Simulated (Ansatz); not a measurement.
Mo

```xyz
1
Lattice="2.7355 0.0000 0.0000 -1.3678 2.3690 0.0000 0.0000 0.0000 2.5552" Properties=species:S:1:pos:R:3 pbc="T T T"
Mo    0.0000    0.0000    1.2776
```

Space group P6/mmm; a structure from a database of computed crystals, not necessarily the ambient phase; computed without spin polarisation.

Theory: DFT r2SCAN, scalar-relativistic, plane waves, PAW in Ansatz 0.2.0.

**What will maps of the valence pseudo-density and electron localisation function show?**

Mo–Mo (2.56 Å): the density is about 0.53 e/Å³ at the midpoint; the ELF is about 0.35 at the midpoint.
Mo–Mo (2.74 Å): ρ at the midpoint is about 0.38 e/Å³; the ELF is about 0.30 at the midpoint (no localised pair shows between them).

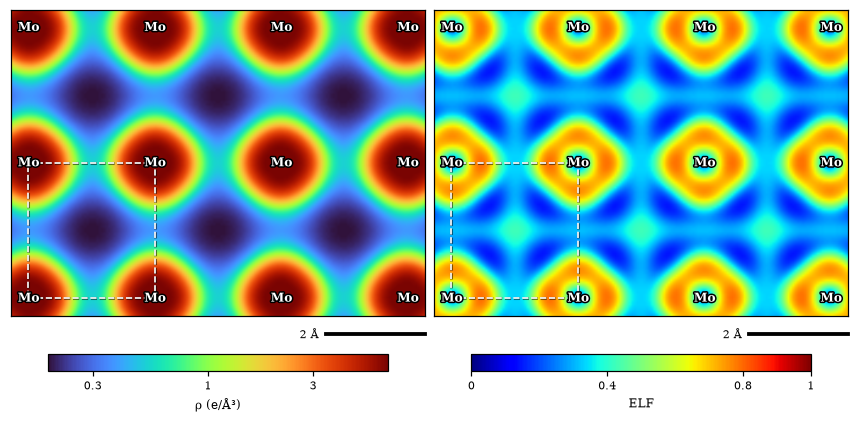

Computed valence pseudo-density and electron localisation function on the (11̄0) plane of the conventional cell, in this order. 
